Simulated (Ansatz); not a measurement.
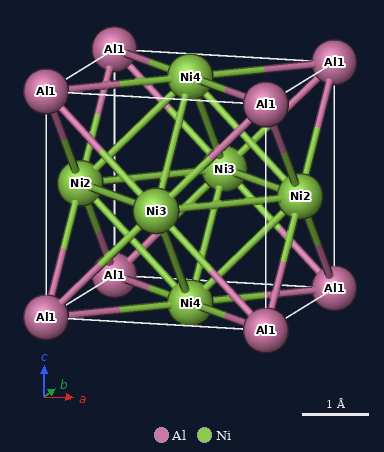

Starting structure of a crystal of AlNi3 (set up in Pm-3m). A ball-and-stick model of the cell of the calculation, seen slightly off an axis.

Theory: DFT PBE, scalar-relativistic, plane waves, PAW in Ansatz 0.2.0.

Input file:
```yaml
crystal:
  lattice:
    - [3.5230547267, 0.0, 0.0]
    - [0.0, 3.5230547267, 0.0]
    - [0.0, 0.0, 3.5230547267]
  atoms:
    - { symbol: Al, position: [0.0, 0.0, 0.0] }
    - { symbol: Ni, position: [0.0, 0.5, 0.5], spin: 0.3 }
    - { symbol: Ni, position: [0.5, 0.0, 0.5], spin: 0.3 }
    - { symbol: Ni, position: [0.5, 0.5, 0.0], spin: 0.3 }
basis:
  ecutwfc: 420
kpoints:
  mp_grid: { grid: [12, 12, 12] }
hamiltonian:
  xc: pbe
scf:
  occupations: { method: gaussian, width: 0.1 }
output:
  forces: true
  stress: true
  eigenvalues: true
  populations: true
  write_density: true
  write_potential: true
  elf: true
  volumetric_format: npy
magnetization:
  spin_polarized: true
relax:
  adjacent_minimum: "off"
  f_tol: 0.005
  max_steps: 80
  cell: { stress_tol: 0.05 }
```

Run as
```bash
ansatz run input.yaml --threads 1 --pin off --max-ram 2560MiB --backend cpu --events-out ev --progress --plain --runs-dir out
```

Q: Predict the outcome.

A: The energy falls by 9.1 meV per atom in 3 accepted moves (4 points after the start). All forces vanish by symmetry, so only the cell relaxes. The pressure goes from 7.32 to 0.00 GPa. At 1 point the geometry stayed and the basis and grid were re-selected for the new cell (energy shift of 0.1 meV per atom at most each time). No atom moves by more than 0.005 Å relative to the cell. The volume changes by +3.8 %, with a = b = c 3.523 → 3.567 Å (+1.2 %). Near-neighbour distances that change, for instance: Ni2–Ni3 2.491 → 2.522 Å, Al1–Ni2 2.491 → 2.522 Å. The space group stays Pm-3m (No. 221).

After the run, drawn alike:

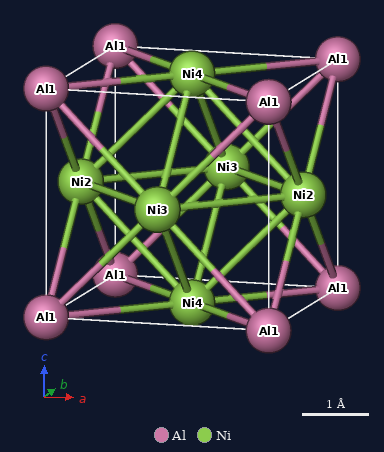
